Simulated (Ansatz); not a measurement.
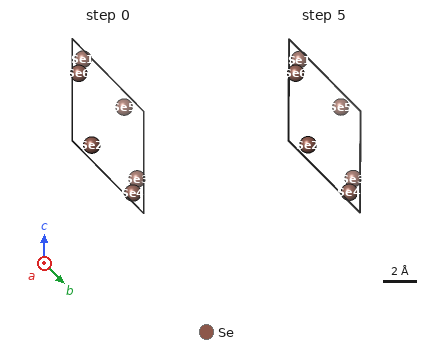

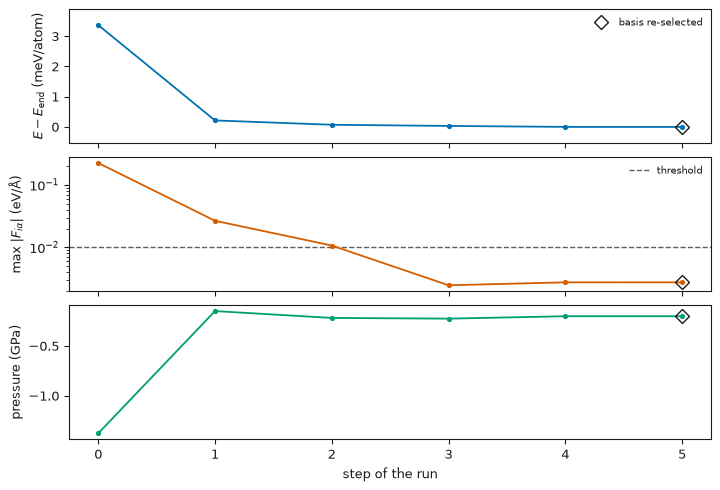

First and last geometry of a relaxation of solid Se (set up in R-3), with the history of the run. The picture is a ball-and-stick view of the cell of the calculation, seen along the a axis.

Case: volume × 1.03, shape and atoms relaxed.

Theory: DFT r2SCAN, scalar-relativistic, plane waves, PAW (Ansatz 0.2.0).

Input
```yaml
crystal:
  lattice:
    - [5.7383476238, 3.3130365452, 1.6107447157]
    - [-5.7383476238, 3.3130365452, 1.6107447157]
    - [0.0, -6.6260730906, 1.6107447155]
  atoms:
    - { symbol: Se, position: [0.2732913751, 0.152026562, 0.9082437209] }
    - { symbol: Se, position: [0.9082437209, 0.2732913751, 0.152026562] }
    - { symbol: Se, position: [0.152026562, 0.9082437209, 0.2732913751] }
    - { symbol: Se, position: [0.7267086249, 0.847973438, 0.0917562791] }
    - { symbol: Se, position: [0.0917562791, 0.7267086249, 0.847973438] }
    - { symbol: Se, position: [0.847973438, 0.0917562791, 0.7267086249] }
basis:
  ecutwfc: 500
kpoints:
  mp_grid: { grid: [6, 6, 6] }
hamiltonian:
  xc: r2scan
scf:
  occupations: { method: gaussian, width: 0.02 }
output:
  forces: true
  stress: true
  eigenvalues: true
relax:
  adjacent_minimum: "off"
  f_tol: 0.01
  max_steps: 30
  cell: { stress_tol: 0.1, fix: [volume] }
```

Run as
```bash
ansatz run input.yaml --threads 1 --pin off --max-ram 2560MiB --backend cpu --events-out ev --progress --plain --runs-dir out
```

Did the run converge, and what did it change?

It converged. The largest moves relative to the cell, 0.016 Å, are those of Se1, Se2, Se3, Se4, Se5 and Se6. Se1 goes along [−3 −2 −2]. The drawn cell changes at constant volume: a = b = c 6.819 → 6.781 Å (−0.6 %), α 114.6° → 114.4°, β 114.6° → 114.4°, γ 114.6° → 114.4°. Among the contacts that change: Se1–Se5 2.389 → 2.365 Å. The space group stays R-3 (No. 148). Over 4 accepted moves (5 points after the start) the energy falls by 3.4 meV per atom. The largest force component goes from 0.22 to 0.0027 eV/Å. Pressure: −1.38 GPa at the start and −0.20 GPa at the end. At 1 point the geometry stayed and the basis and grid were re-selected for the new cell (energy shift of less than 0.05 meV per atom at most each time).

```csv
step,"E − E(0), meV/atom","largest force component, eV/Å","pressure, GPa",note
0,0.00,0.2246,-1.38,
1,-3.16,0.0266,-0.15,
2,-3.30,0.0107,-0.22,
3,-3.34,0.0025,-0.23,
4,-3.37,0.0027,-0.20,
5,-3.37,0.0027,-0.20,"same geometry, new basis"
```
